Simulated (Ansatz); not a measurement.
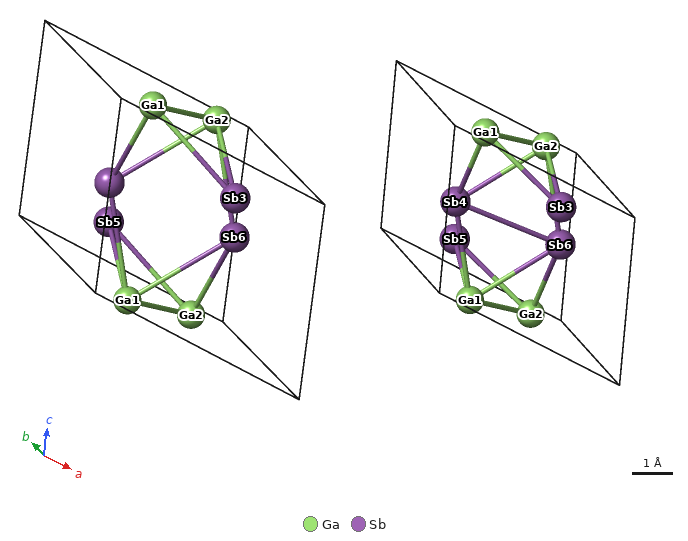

Two geometries of crystalline GaSb$_{2}$ (a generated structure, set up in I4/mcm) (coarse preliminary run), drawn at one scale. One is the start of a relaxation, the other its converged end. The picture is a ball-and-stick view of the cell of the calculation, seen slightly off an axis.

Computed with DFT PBEsol, scalar-relativistic, plane waves, PAW (Ansatz). Set-up: plane-wave cutoff 420 eV; k-point mesh 6 × 6 × 6; occupations gaussian; smearing width 0.1 eV; no spin polarisation; cell and atoms relaxed; force threshold 0.05 eV/Å; at most 60 steps.

Which one is relaxed?

Answer. The left one is the relaxed one. Case: V → Ga on all its sites, cell and atoms relaxed. The largest moves relative to the cell, 0.17 Å, are those of Sb3, Sb4, Sb5 and Sb6. Sb6 goes along [1 −1 0]. Ga stays in place. Cell: a = b = c 5.103 → 5.826 Å (+14.2 %), α 105.3° → 102.8°, β 105.3° → 102.8°, γ 118.2° → 123.8°. Volume +44.3 %. Near-neighbour distances that change, for instance: Sb3–Sb5 3.083 → 3.550 Å, Ga1–Sb3 2.678 → 3.123 Å, Sb3–Sb5 (another image) 2.754 → 2.888 Å, Ga1–Ga2 2.619 → 2.745 Å. Bond angles that change, for instance: Ga1–Sb4–Ga1 144.7° → 137.8°, Ga1–Sb4–Sb6 107.7° → 111.1°. The space group stays I4/mcm (No. 140). Over 7 accepted moves (9 points after the start) the energy falls by 841 meV per atom. The largest force component goes from 0.35 to 0.017 eV/Å. The pressure goes from 50.14 to −0.02 GPa. The SCF was repeated twice at an unchanged geometry on a basis and grid sized afresh for the cell, which shifted the energy by 17.3 meV per atom at most. The run took 110 s on 1 thread of Arm Neoverse V2, on a shared host, peak memory 0.5 GiB.
